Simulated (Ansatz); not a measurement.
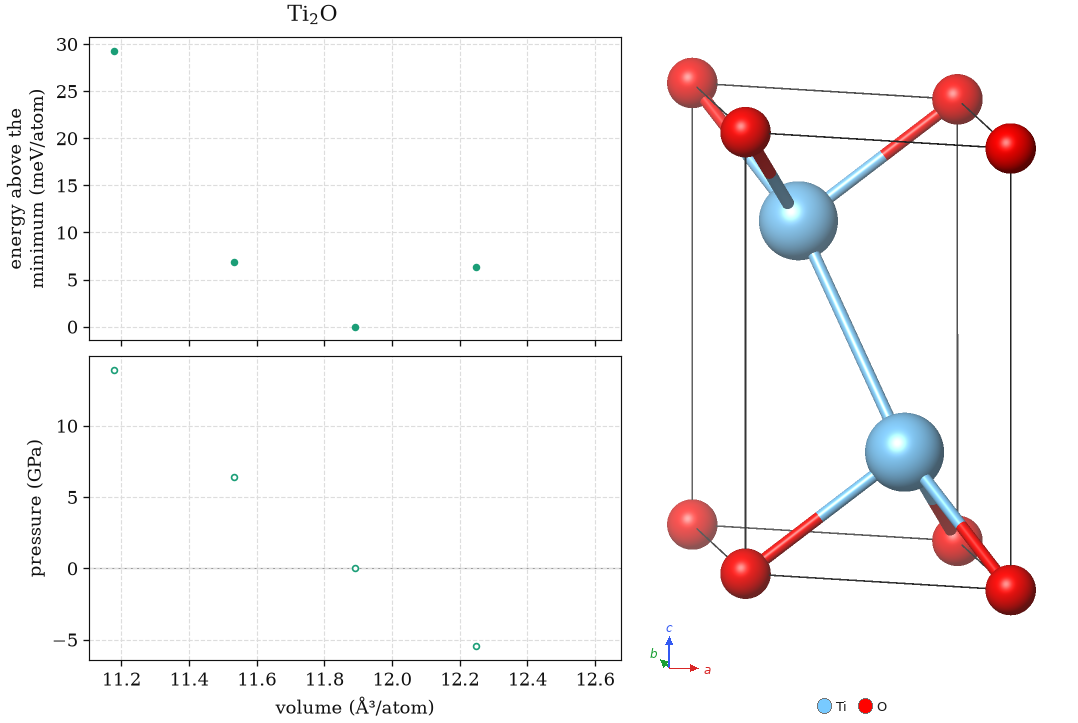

The picture above shows the energy above the minimum and pressure against volume for Ti₂O, space group P-3m1 (No. 164). The conventional cell is drawn beside the plot.

Cell as given: a = 2.953 Å, b = 2.953 Å, c = 4.724 Å, α = 90.00°, β = 90.00°, γ = 120.00°; 3 atoms.

Method: third-order Birch-Murnaghan fit to density functional energies at scaled volumes of the given relaxed cell, shape and atoms relaxed at each volume; energies count from the fitted minimum; plane waves with PAW datasets, Γ-centred k mesh (Ansatz 0.2.0). Level: PBEsol, no spin polarisation.

- wave cutoff: 420 eV
- k mesh: 18×18×10
- occupations: Gaussian
- smearing width: 0.1 eV

The point at volume 12.604 Å³/atom is left out of the plot. What does the calculation give there?

```
volume (Å³/atom)  energy above the minimum (meV/atom)  pressure (GPa)
          12.604                                 23.7          -10.10
```

Note: no spin polarisation, a magnetic state may lie lower.
